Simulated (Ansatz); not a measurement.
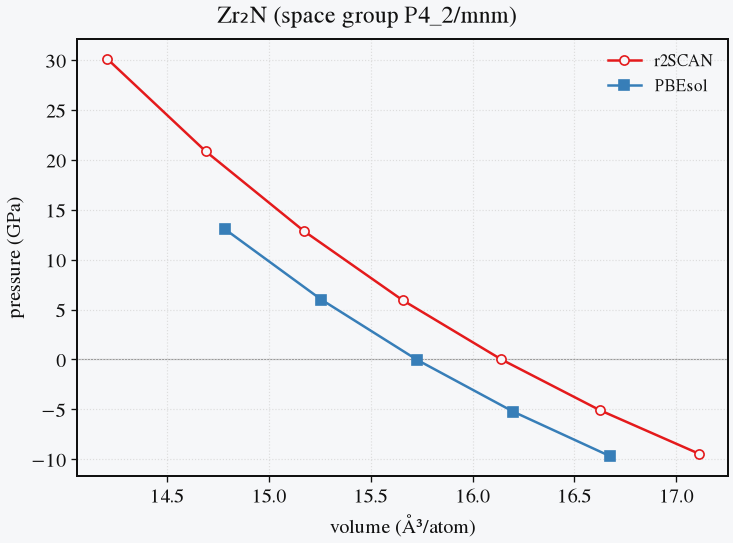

Figure. Pressure against volume, with one curve for each functional, for Zr₂N (space group P4_2/mnm).

Settings that differ: r2SCAN: wave cutoff 500 eV; PBEsol: wave cutoff 420 eV.

The fitted equilibrium volumes, smallest first, are PBEsol 15.73, r2SCAN 16.14 Å³/atom. The fitted bulk moduli, smallest first, are r2SCAN 183, PBEsol 187 GPa. For r2SCAN, the pressure falls from 30.16 GPa at volume 14.205 Å³/atom to −9.43 GPa at 17.110 Å³/atom, and changes sign near 16.14 Å³/atom. For PBEsol, the pressure falls from 13.05 GPa at volume 14.785 Å³/atom to −9.67 GPa at 16.673 Å³/atom, and changes sign near 15.73 Å³/atom.

Calculation (Ansatz 0.2.0): third-order Birch-Murnaghan fit to density functional energies at scaled volumes of the given relaxed cell, shape and atoms relaxed at each volume; energies count from the fitted minimum; plane waves with PAW datasets, Γ-centred k mesh. All runs: no spin polarisation.

- k mesh: 8×8×10
- occupations: Gaussian
- smearing width: 0.1 eV
